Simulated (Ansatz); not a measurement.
SrTiO3: geometry relaxation (part 3 of 3)

SrTiO3 (slab, 30 atoms in the cell); DFT PBEsol, scalar-relativistic, plane waves, PAW, no spin polarisation (Ansatz 0.2.0); cutoff 420 eV, 5×5×1 k-mesh, Gaussian smearing of 0.05 eV. The structure derives from an entry of the Crystallography Open Database. It belongs to a series of runs on one base structure; here: (1 1 0) slab, atoms relaxed.

Trajectory as extended XYZ, continued:
```
30
Lattice="5.5043 0.0000 0.0000 0.0344 5.5042 0.0000 0.0000 0.0000 24.8911" Properties=species:S:1:pos:R:3:forces:R:3 step=2 energy=-45938.90972
Sr    2.7191   -0.0328    7.6893   -0.0641  -0.0637  -0.2553
Sr    0.0503    2.7849    7.6893    0.0641   0.0637  -0.2553
O     0.1573    5.3806    7.4432   -0.0054   0.0054   0.8134
O     2.6465    2.8757    7.4432    0.0054  -0.0054   0.8134
O     4.1369    1.3761    9.2312    0.0000   0.0000   0.2379
Ti    2.7669    2.7546    9.3961    0.1508  -0.1518  -1.0140
Ti    0.0025   -0.0025    9.3961   -0.1508   0.1518  -1.0140
O     1.3847    1.3761    9.4222    0.0000   0.0000   0.0801
O     4.1541    4.1282    9.4222    0.0000   0.0000   0.0801
O     1.4019    4.1282    9.6128    0.0000   0.0000  -0.1143
Sr    0.0173    2.7522   11.3878   -0.0237  -0.0236   0.2073
Sr    2.7521    0.0000   11.3878    0.0237   0.0236   0.2073
O     2.9018    2.6189   11.3553    0.0020  -0.0020   0.4230
O     5.3720    0.1332   11.3553   -0.0020   0.0020   0.4230
O     1.4019    4.1282   13.1196    0.0000   0.0000  -0.0131
Ti   -0.0011    0.0011   13.3008   -0.0520   0.0523  -0.4967
Ti    2.7705    2.7510   13.3008    0.0520  -0.0523  -0.4967
O     4.1541    4.1282   13.3102    0.0000   0.0000  -0.0154
O     1.3847    1.3761   13.3102    0.0000   0.0000  -0.0154
O     4.1369    1.3761   13.5030    0.0000   0.0000   0.0066
Sr    2.7523    0.0001   15.3417    0.0364   0.0362   0.1359
Sr    0.0171    2.7520   15.3417   -0.0364  -0.0362   0.1359
O     0.1695    5.3683   15.2393   -0.0542   0.0545   1.1832
O     2.6343    2.8880   15.2393    0.0542  -0.0545   1.1832
O     4.1369    1.3761   17.0317    0.0000   0.0000   0.2310
Ti    2.7574    2.7642   17.1389   -0.3070   0.3089  -1.2021
Ti    0.0120   -0.0121   17.1389    0.3070  -0.3089  -1.2021
O     1.3847    1.3761   17.1966    0.0000   0.0000   0.0079
O     4.1541    4.1282   17.1966    0.0000   0.0000   0.0079
O     1.4019    4.1282   17.3771    0.0000   0.0000  -0.0823
30
Lattice="5.5043 0.0000 0.0000 0.0344 5.5042 0.0000 0.0000 0.0000 24.8911" Properties=species:S:1:pos:R:3:forces:R:3 step=3 energy=-45939.07858
Sr    2.7136   -0.0383    7.7081   -0.0412  -0.0409  -0.1637
Sr    0.0558    2.7904    7.7081    0.0412   0.0409  -0.1637
O     0.1543    5.3836    7.4780    0.0148  -0.0149   0.2631
O     2.6496    2.8727    7.4780   -0.0148   0.0149   0.2631
O     4.1369    1.3761    9.2353    0.0000   0.0000   0.1807
Ti    2.7706    2.7509    9.3855    0.0769  -0.0774  -0.4585
Ti   -0.0012    0.0012    9.3855   -0.0769   0.0774  -0.4585
O     1.3847    1.3761    9.4202    0.0000   0.0000   0.0771
O     4.1541    4.1282    9.4202    0.0000   0.0000   0.0771
O     1.4019    4.1282    9.6027    0.0000   0.0000  -0.0687
Sr    0.0171    2.7520   11.4088   -0.0071  -0.0070   0.1644
Sr    2.7523    0.0001   11.4088    0.0071   0.0070   0.1644
O     2.9024    2.6183   11.3628   -0.0077   0.0077   0.3014
O     5.3713    0.1338   11.3628    0.0077  -0.0077   0.3014
O     1.4019    4.1282   13.1230    0.0000   0.0000  -0.0221
Ti   -0.0021    0.0022   13.2961   -0.0290   0.0292  -0.3992
Ti    2.7715    2.7500   13.2961    0.0290  -0.0292  -0.3992
O     4.1541    4.1282   13.3109    0.0000   0.0000  -0.0150
O     1.3847    1.3761   13.3109    0.0000   0.0000  -0.0150
O     4.1369    1.3761   13.5026    0.0000   0.0000   0.0111
Sr    2.7562    0.0040   15.3596    0.0440   0.0437   0.1630
Sr    0.0132    2.7481   15.3596   -0.0440  -0.0437   0.1630
O     0.1699    5.3679   15.2476   -0.0498   0.0501   0.3472
O     2.6340    2.8884   15.2476    0.0498  -0.0501   0.3472
O     4.1369    1.3761   17.0349    0.0000   0.0000   0.0316
Ti    2.7487    2.7729   17.0913   -0.0541   0.0544  -0.2219
Ti    0.0207   -0.0208   17.0913    0.0541  -0.0544  -0.2219
O     1.3847    1.3761   17.1721    0.0000   0.0000  -0.0885
O     4.1541    4.1282   17.1721    0.0000   0.0000  -0.0885
O     1.4019    4.1282   17.3378    0.0000   0.0000  -0.0676
30
Lattice="5.5043 0.0000 0.0000 0.0344 5.5042 0.0000 0.0000 0.0000 24.8911" Properties=species:S:1:pos:R:3:forces:R:3 step=4 energy=-45939.11036
Sr    2.7207   -0.0313    7.6944   -0.0228  -0.0227   0.0081
Sr    0.0487    2.7834    7.6944    0.0228   0.0227   0.0081
O     0.1271    5.4110    7.4652    0.0012  -0.0012  -0.0382
O     2.6767    2.8454    7.4652   -0.0012   0.0012  -0.0382
O     4.1369    1.3761    9.2856    0.0000   0.0000   0.0012
Ti    2.7704    2.7511    9.3492    0.0144  -0.0145   0.0866
Ti   -0.0010    0.0010    9.3492   -0.0144   0.0145   0.0866
O     1.3847    1.3761    9.3917    0.0000   0.0000   0.0574
O     4.1541    4.1282    9.3917    0.0000   0.0000   0.0574
O     1.4019    4.1282    9.5391    0.0000   0.0000  -0.0711
Sr    0.0172    2.7521   11.4654    0.0074   0.0073  -0.1203
Sr    2.7522    0.0000   11.4654   -0.0074  -0.0073  -0.1203
O     2.8563    2.6646   11.3700    0.0208  -0.0209  -0.0946
O     5.4174    0.0875   11.3700   -0.0208   0.0209  -0.0946
O     1.4019    4.1282   13.1923    0.0000   0.0000   0.0692
Ti   -0.0053    0.0054   13.2657    0.0351  -0.0354   0.0609
Ti    2.7747    2.7467   13.2657   -0.0351   0.0354   0.0609
O     4.1541    4.1282   13.2711    0.0000   0.0000   0.1623
O     1.3847    1.3761   13.2711    0.0000   0.0000   0.1623
O     4.1369    1.3761   13.4252    0.0000   0.0000   0.0518
Sr    2.7614    0.0091   15.4404   -0.0215  -0.0213  -0.1945
Sr    0.0080    2.7430   15.4404    0.0215   0.0213  -0.1945
O     0.0984    5.4398   15.2715    0.0122  -0.0123  -0.0236
O     2.7054    2.8165   15.2715   -0.0122   0.0123  -0.0236
O     4.1369    1.3761   17.1403    0.0000   0.0000   0.0453
Ti    2.7577    2.7639   17.0951   -0.0134   0.0135  -0.1070
Ti    0.0117   -0.0118   17.0951    0.0134  -0.0135  -0.1070
O     1.3847    1.3761   17.1532    0.0000   0.0000   0.1203
O     4.1541    4.1282   17.1532    0.0000   0.0000   0.1203
O     1.4019    4.1282   17.2701    0.0000   0.0000   0.0677
30
Lattice="5.5043 0.0000 0.0000 0.0344 5.5042 0.0000 0.0000 0.0000 24.8911" Properties=species:S:1:pos:R:3:forces:R:3 step=5 energy=-45939.13004
Sr    2.7125   -0.0394    7.6963    0.0079   0.0079   0.0006
Sr    0.0569    2.7915    7.6963   -0.0079  -0.0079   0.0006
O     0.1294    5.4087    7.4700    0.0057  -0.0057  -0.0077
O     2.6744    2.8477    7.4700   -0.0057   0.0057  -0.0077
O     4.1369    1.3761    9.2733    0.0000   0.0000   0.0250
Ti    2.7725    2.7490    9.3593    0.0315  -0.0317   0.0035
Ti   -0.0031    0.0032    9.3593   -0.0315   0.0317   0.0035
O     1.3847    1.3761    9.4148    0.0000   0.0000  -0.0224
O     4.1541    4.1282    9.4148    0.0000   0.0000  -0.0224
O     1.4019    4.1282    9.5313    0.0000   0.0000   0.0325
Sr    0.0171    2.7519   11.4449    0.0017   0.0017   0.0108
Sr    2.7523    0.0002   11.4449   -0.0017  -0.0017   0.0108
O     2.8680    2.6529   11.3684    0.0009  -0.0009  -0.0099
O     5.4058    0.0992   11.3684   -0.0009   0.0009  -0.0099
O     1.4019    4.1282   13.1690    0.0000   0.0000   0.0037
Ti   -0.0037    0.0037   13.2757    0.0032  -0.0032   0.0219
Ti    2.7731    2.7484   13.2757   -0.0032   0.0032   0.0219
O     4.1541    4.1282   13.3008    0.0000   0.0000   0.0038
O     1.3847    1.3761   13.3008    0.0000   0.0000   0.0038
O     4.1369    1.3761   13.4446    0.0000   0.0000   0.0060
Sr    2.7599    0.0077   15.4083    0.0020   0.0020  -0.0104
Sr    0.0095    2.7444   15.4083   -0.0020  -0.0020  -0.0104
O     0.1211    5.4170   15.2631   -0.0010   0.0010  -0.0179
O     2.6827    2.8393   15.2631    0.0010  -0.0010  -0.0179
O     4.1369    1.3761   17.1047    0.0000   0.0000  -0.0056
Ti    2.7540    2.7676   17.0891    0.0011  -0.0011   0.0003
Ti    0.0154   -0.0155   17.0891   -0.0011   0.0011   0.0003
O     1.3847    1.3761   17.1632    0.0000   0.0000  -0.0020
O     4.1541    4.1282   17.1632    0.0000   0.0000  -0.0020
O     1.4019    4.1282   17.2876    0.0000   0.0000  -0.0020
30
Lattice="5.5043 0.0000 0.0000 0.0344 5.5042 0.0000 0.0000 0.0000 24.8911" Properties=species:S:1:pos:R:3:forces:R:3 step=6 energy=-45939.13052
Sr    2.7130   -0.0389    7.6975   -0.0099  -0.0098  -0.0022
Sr    0.0564    2.7910    7.6975    0.0099   0.0098  -0.0022
O     0.1330    5.4050    7.4712   -0.0032   0.0032   0.0038
O     2.6708    2.8513    7.4712    0.0032  -0.0032   0.0038
O     4.1369    1.3761    9.2751    0.0000   0.0000  -0.0008
Ti    2.7738    2.7477    9.3606   -0.0201   0.0202   0.0020
Ti   -0.0044    0.0044    9.3606    0.0201  -0.0202   0.0020
O     1.3847    1.3761    9.4113    0.0000   0.0000   0.0000
O     4.1541    4.1282    9.4113    0.0000   0.0000   0.0000
O     1.4019    4.1282    9.5431    0.0000   0.0000  -0.0006
Sr    0.0171    2.7520   11.4465    0.0054   0.0053  -0.0019
Sr    2.7523    0.0001   11.4465   -0.0054  -0.0053  -0.0019
O     2.8719    2.6489   11.3693    0.0008  -0.0008   0.0009
O     5.4018    0.1032   11.3693   -0.0008   0.0008   0.0009
O     1.4019    4.1282   13.1665    0.0000   0.0000  -0.0020
Ti   -0.0036    0.0037   13.2769   -0.0022   0.0022  -0.0012
Ti    2.7730    2.7485   13.2769    0.0022  -0.0022  -0.0012
O     4.1541    4.1282   13.3006    0.0000   0.0000   0.0044
O     1.3847    1.3761   13.3006    0.0000   0.0000   0.0044
O     4.1369    1.3761   13.4527    0.0000   0.0000  -0.0025
Sr    2.7603    0.0080   15.4043    0.0014   0.0013   0.0018
Sr    0.0091    2.7441   15.4043   -0.0014  -0.0013   0.0018
O     0.1247    5.4134   15.2611   -0.0006   0.0006  -0.0017
O     2.6791    2.8430   15.2611    0.0006  -0.0006  -0.0017
O     4.1369    1.3761   17.0984    0.0000   0.0000  -0.0008
Ti    2.7534    2.7682   17.0872   -0.0016   0.0016  -0.0017
Ti    0.0160   -0.0161   17.0872    0.0016  -0.0016  -0.0017
O     1.3847    1.3761   17.1598    0.0000   0.0000   0.0007
O     4.1541    4.1282   17.1598    0.0000   0.0000   0.0007
O     1.4019    4.1282   17.2901    0.0000   0.0000  -0.0027
30
Lattice="5.5043 0.0000 0.0000 0.0344 5.5042 0.0000 0.0000 0.0000 24.8911" Properties=species:S:1:pos:R:3:forces:R:3 step=7 energy=-45939.13058
Sr    2.7119   -0.0400    7.6974   -0.0001  -0.0001   0.0010
Sr    0.0575    2.7921    7.6974    0.0001   0.0001   0.0010
O     0.1331    5.4050    7.4716    0.0012  -0.0012  -0.0006
O     2.6707    2.8514    7.4716   -0.0012   0.0012  -0.0006
O     4.1369    1.3761    9.2747    0.0000   0.0000  -0.0001
Ti    2.7734    2.7480    9.3610    0.0023  -0.0023  -0.0006
Ti   -0.0041    0.0041    9.3610   -0.0023   0.0023  -0.0006
O     1.3847    1.3761    9.4115    0.0000   0.0000   0.0006
O     4.1541    4.1282    9.4115    0.0000   0.0000   0.0006
O     1.4019    4.1282    9.5434    0.0000   0.0000   0.0003
Sr    0.0180    2.7529   11.4463   -0.0014  -0.0014  -0.0001
Sr    2.7514   -0.0008   11.4463    0.0014   0.0014  -0.0001
O     2.8720    2.6489   11.3694   -0.0012   0.0012  -0.0005
O     5.4017    0.1033   11.3694    0.0012  -0.0012  -0.0005
O     1.4019    4.1282   13.1660    0.0000   0.0000  -0.0004
Ti   -0.0038    0.0039   13.2769   -0.0017   0.0017   0.0002
Ti    2.7732    2.7483   13.2769    0.0017  -0.0017   0.0002
O     4.1541    4.1282   13.3014    0.0000   0.0000   0.0005
O     1.3847    1.3761   13.3014    0.0000   0.0000   0.0005
O     4.1369    1.3761   13.4521    0.0000   0.0000  -0.0007
Sr    2.7604    0.0082   15.4044    0.0003   0.0003   0.0000
Sr    0.0090    2.7440   15.4044   -0.0003  -0.0003   0.0000
O     0.1243    5.4138   15.2609    0.0000   0.0000   0.0002
O     2.6795    2.8426   15.2609    0.0000   0.0000   0.0002
O     4.1369    1.3761   17.0982    0.0000   0.0000  -0.0003
Ti    2.7534    2.7682   17.0869   -0.0002   0.0002  -0.0003
Ti    0.0160   -0.0161   17.0869    0.0002  -0.0002  -0.0003
O     1.3847    1.3761   17.1600    0.0000   0.0000   0.0001
O     4.1541    4.1282   17.1600    0.0000   0.0000   0.0001
O     1.4019    4.1282   17.2886    0.0000   0.0000   0.0002
```

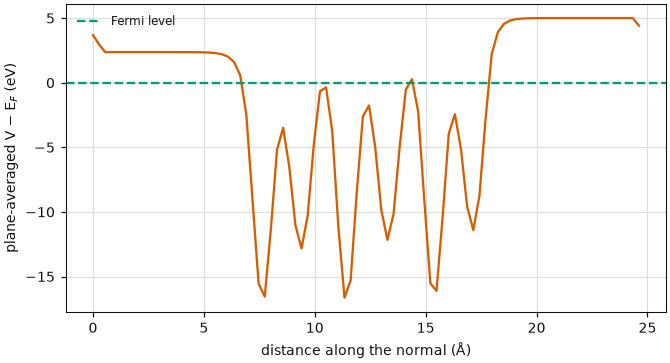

Plane average of the electrostatic potential energy of an electron across the cell, from the Fermi level. The vacuum level lies 5.01 eV above the Fermi level on the upper side and 2.38 eV on the lower.

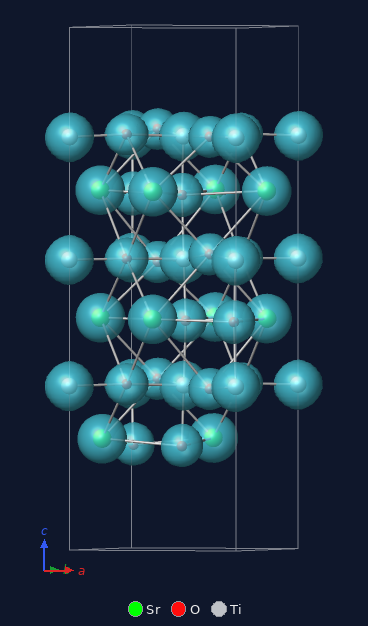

Isosurface of the valence pseudo-density at 1.5 e/Å³ (cyan), seen at an oblique angle. Sticks mark near contacts. At this value the density breaks into separate islands; it holds about 60 % of the electrons treated as valence (semicore included). It is pinched off along the Ti–O (1.83 Å), Sr–O (2.55 Å), Ti–O (1.90 Å) and Ti–O (1.94 Å) contacts. On the grid the lowest density along these lines, outside the cores, is 0.99 e/Å³ (Ti–O, 1.83 Å), 0.23 e/Å³ (Sr–O, 2.55 Å), 0.86 e/Å³ (Ti–O, 1.90 Å) and 0.74 e/Å³ (Ti–O, 1.94 Å). In a PAW calculation such maps are meaningful between the atoms, not at the nuclei.

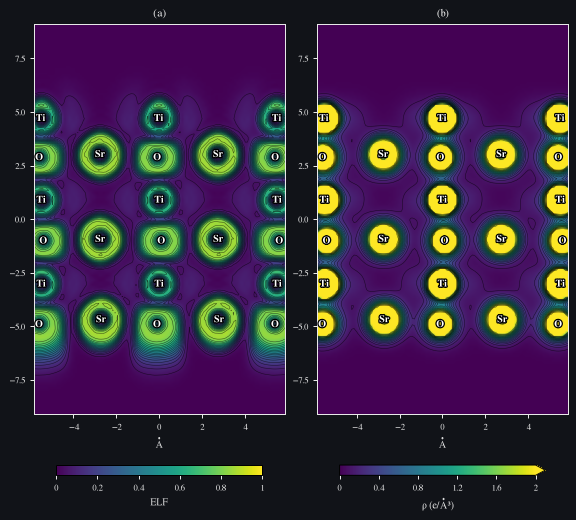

(a) ELF; (b) valence pseudo-density on the (100) plane of the calculation cell, a cut from vacuum to vacuum. Ti–O (1.83 Å): ρ at the midpoint is about 1 e/Å³; the ELF is about 0.30 at the midpoint. Ti–O (1.90 Å): ρ is about 0.86 e/Å³ halfway; the ELF is about 0.25 at the midpoint. Ti–O (1.91 Å): ρ is about 0.79 e/Å³ halfway; the ELF is about 0.25 at the midpoint. Ti–O (1.99 Å): ρ is about 0.63 e/Å³ halfway; the ELF is about 0.20 at the midpoint. The density dies away to nearly zero in the vacuum. The strong features right at Sr and Ti lie inside the PAW spheres (semicore, d or f shells) and say nothing about bonding.

Summary:

- outcome: converged
- electrons treated: 240
- free energy: −45939.1306 eV
- work function, top face: 5.01 eV
- work function, bottom face: 2.38 eV
- Fermi energy: 3.289 eV
- gap on the k-point mesh: 0.73 eV
- final volume: 754.13 Å³
- work function (upper face): 5.01 eV
- largest force (length of the vector) at the end: 0.003 eV/Å
- wall time: 6.8 min (CPU time 27 min)
- peak memory: 2.6 GiB

Remarks:

Warnings of the run: the exchange-correlation potential is rough where the density is thin.
